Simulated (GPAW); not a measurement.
System: BaTiO₃, space group P4mm (No. 99), 5 atoms in the cell.

```cif
data_structure
_symmetry_space_group_name_H-M 'P4mm'
_symmetry_Int_Tables_number 99
_cell_length_a 3.9998
_cell_length_b 3.9998
_cell_length_c 4.0180
_cell_angle_alpha 90.000
_cell_angle_beta 90.000
_cell_angle_gamma 90.000
_cell_volume 64.28
loop_
_atom_site_label
_atom_site_type_symbol
_atom_site_symmetry_multiplicity
_atom_site_Wyckoff_symbol
_atom_site_fract_x
_atom_site_fract_y
_atom_site_fract_z
_atom_site_occupancy
Ba1 Ba 1 a 0.00000 0.00000 0.00000 1
Ti1 Ti 1 b 0.50000 0.50000 0.49000 1
O1 O 2 c 0.00000 0.50000 0.51700 1
O2 O 1 b 0.50000 0.50000 0.01900 1
```

GPAW 26.7.0; optPBE-vdW, GPAW PAW data sets (gpaw-data 1.2.1), spin-orbit coupling, no magnetisation, 4×4×4 k mesh, 800 eV cutoff, Fermi-Dirac smearing of 0.05 eV.

What will the band structure look like? The path is Γ–X–M–Γ–Z–R–A–Z|X–R|M–A.

A semiconductor. The gap along this path is 1.82 eV and indirect, from the valence-band top at A to the conduction-band bottom at Γ; the smallest direct gap is 2.04 eV, at Γ. At M the top valence band lies only 0.08 eV lower. The top valence band spans 1.0 eV and the lowest conduction band 2.3 eV. The direct gaps are 3.65 eV at R, 2.63 eV at Z and 2.97 eV at X.

The k mesh is coarse. Spin-orbit coupling was added after a scalar SCF, so levels and gaps hold it while energy, forces, pressure and moments don't. This program's spin-orbit splittings come out too wide for heavy elements. The PAW data sets were made with another functional. LDA, GGA and most meta-GGA functionals understate gaps.

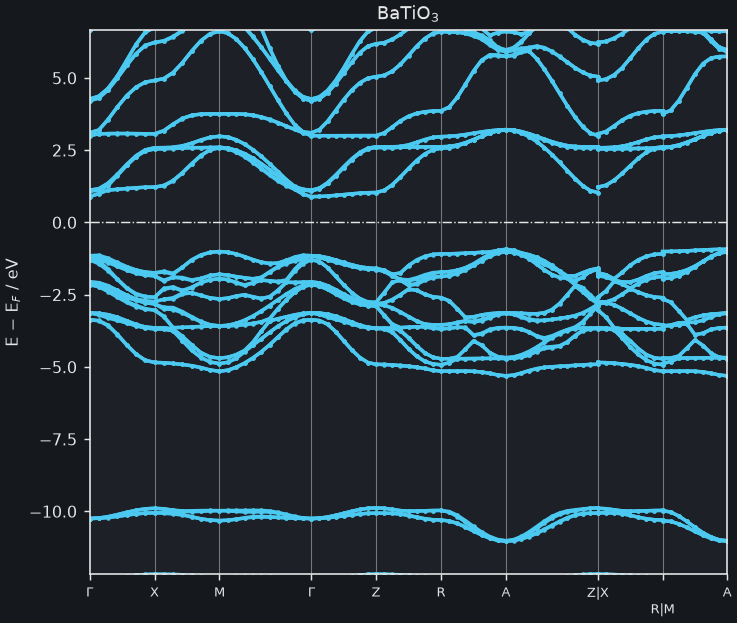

Band structure. Energies are counted from the Fermi level.
